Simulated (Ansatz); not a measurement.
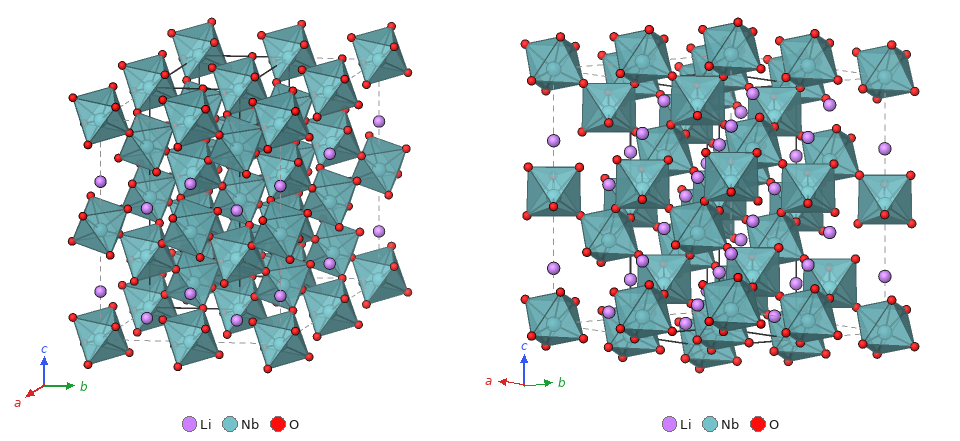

Polyhedra are drawn about Nb (bonds: Nb–O below 2.4 Å); other atoms are plain spheres. Two views of the same piece.

System LiNbO3 (space group R3c, No. 161); source of the atomic positions: the end point of a relaxation with DFT, PBE, plane waves, PAW in Ansatz; the starting structure was generated, so it need not be a known form of this composition.

Sharing among the drawn polyhedra:

```tsv
site	polyhedron	corner-sharing neighbours	edge-sharing	face-sharing	bond (Å)
Nb	NbO6 octahedron	6	0	0	1.88–2.16
```

They form a three-dimensional framework of corner-sharing octahedra.
